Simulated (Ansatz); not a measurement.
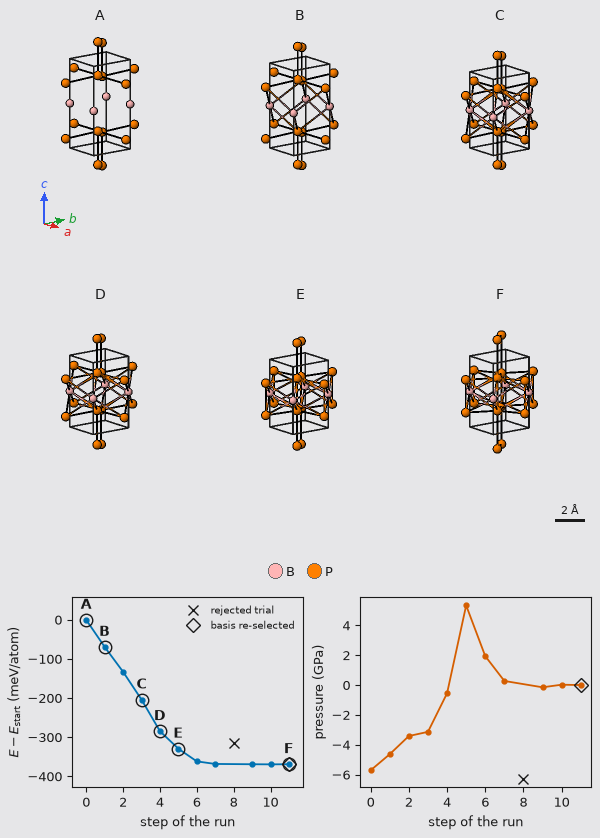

Frames of a relaxation of solid BP4 (a generated structure, set up in P-3m1) (coarse preliminary run), marked on the history of the run. A ball-and-stick model of the cell of the calculation, seen slightly off an axis.

These are results of DFT PBE, scalar-relativistic, plane waves, PAW (Ansatz 0.2.0), not measurements.

Input file:
```yaml
crystal:
  lattice:
    - [4.20420345, 0.0, 0.0]
    - [-2.10210173, 3.64094699, 0.0]
    - [0.0, 0.0, 6.24292018]
  atoms:
    - { symbol: B, position: [0.0, 0.0, 0.5] }
    - { symbol: P, position: [0.33333333, 0.66666667, 0.15634614] }
    - { symbol: P, position: [0.66666667, 0.33333333, 0.84365386] }
    - { symbol: P, position: [0.33333333, 0.66666667, 0.78032233] }
    - { symbol: P, position: [0.66666667, 0.33333333, 0.21967767] }
basis:
  ecutwfc: 420
kpoints:
  mp_grid: { grid: [6, 6, 4] }
hamiltonian:
  xc: pbe
scf:
  occupations: { method: gaussian, width: 0.1 }
  lower_state_search: "off"
output:
  forces: true
  stress: true
  eigenvalues: true
relax:
  adjacent_minimum: "off"
  f_tol: 0.04
  max_steps: 70
  cell: { stress_tol: 0.4 }
```

Command:
```bash
ansatz run input.yaml --threads 1 --pin off --max-ram 2560MiB --backend cpu --events-out ev --progress --plain --runs-dir out
```

### What happens along the run?

The largest moves relative to the cell, 0.56 Å, are those of P2 and P3. P3 goes along −c. B stays in place. The drawn cell changes as follows: a = b 4.204 → 4.128 Å (−1.8 %), c 6.243 → 4.959 Å (−20.6 %); the volume changes by −23.4 %. Some distances before and after: P2–P4 3.895 → 2.293 Å, B1–P2 3.240 → 2.645 Å, B1–P4 2.992 → 2.645 Å, P2–P4 (another image) 2.347 → 2.666 Å. New bonds form, among them: P2–P4 (3.90 → 2.29 Å), P3–P5 (3.90 → 2.29 Å). Among the angles between lasting bonds that change: P2–P4–P3 80.7° → 90.0°, P4–P3–P5 99.3° → 90.0°, P4–P3–P4 117.5° → 120.0°. The space group (tolerance 0.01 Å) goes from P-3m1 (No. 164) to P6/mmm (No. 191). After 9 accepted moves (11 points after the start) the energy has fallen by 369 meV per atom. Largest force component: 0.02 eV/Å at the start, 0.0015 eV/Å at the end. The pressure goes from −5.70 to 0.01 GPa. The line search rejected the trial step at point 8 of the run. At 1 point the geometry stayed and the basis and grid were re-selected for the new cell (energy shift of 0.3 meV per atom at most each time). Cost: 33 s on 1 thread of Arm Neoverse V2 (shared host), peak memory 0.34 GiB. From step 0 to 1: P atoms move most (0.06 Å), volume −6.5 %, energy −69.1 meV per atom. From step 1 to 3: P atoms move most (0.12 Å), volume −12.1 %, energy −135 meV per atom. From step 3 to 4: P atoms move most (0.13 Å), volume −7.7 %, energy −80.7 meV per atom. From step 4 to 5: P atoms move most (0.15 Å), volume −6.3 %, energy −44.8 meV per atom. From step 5 to 11: P atoms move most (0.14 Å), volume +7.7 %, energy −39.6 meV per atom.

```json
{"step": "0", "E − E(0), meV/atom": "0.00", "largest force component, eV/Å": "0.0196", "pressure, GPa": "-5.70", "volume, Å³/atom": "19.112", "note": ""}
{"step": "1", "E − E(0), meV/atom": "-69.09", "largest force component, eV/Å": "0.2213", "pressure, GPa": "-4.62", "volume, Å³/atom": "17.864", "note": ""}
{"step": "2", "E − E(0), meV/atom": "-132.68", "largest force component, eV/Å": "0.4583", "pressure, GPa": "-3.40", "volume, Å³/atom": "16.729", "note": ""}
{"step": "3", "E − E(0), meV/atom": "-203.61", "largest force component, eV/Å": "0.6685", "pressure, GPa": "-3.12", "volume, Å³/atom": "15.710", "note": ""}
{"step": "4", "E − E(0), meV/atom": "-284.32", "largest force component, eV/Å": "0.8978", "pressure, GPa": "-0.54", "volume, Å³/atom": "14.503", "note": ""}
{"step": "5", "E − E(0), meV/atom": "-329.11", "largest force component, eV/Å": "0.7410", "pressure, GPa": "5.34", "volume, Å³/atom": "13.593", "note": ""}
{"step": "6", "E − E(0), meV/atom": "-361.44", "largest force component, eV/Å": "0.2549", "pressure, GPa": "1.95", "volume, Å³/atom": "14.076", "note": ""}
{"step": "7", "E − E(0), meV/atom": "-368.04", "largest force component, eV/Å": "0.0464", "pressure, GPa": "0.28", "volume, Å³/atom": "14.632", "note": ""}
{"step": "8", "E − E(0), meV/atom": "-315.61", "largest force component, eV/Å": "0.1422", "pressure, GPa": "-6.27", "volume, Å³/atom": "15.715", "note": "rejected"}
{"step": "9", "E − E(0), meV/atom": "-368.80", "largest force component, eV/Å": "0.0285", "pressure, GPa": "-0.14", "volume, Å³/atom": "14.648", "note": ""}
{"step": "10", "E − E(0), meV/atom": "-369.07", "largest force component, eV/Å": "0.0012", "pressure, GPa": "0.03", "volume, Å³/atom": "14.635", "note": ""}
{"step": "11", "E − E(0), meV/atom": "-368.74", "largest force component, eV/Å": "0.0015", "pressure, GPa": "0.01", "volume, Å³/atom": "14.635", "note": "same geometry, new basis"}
```
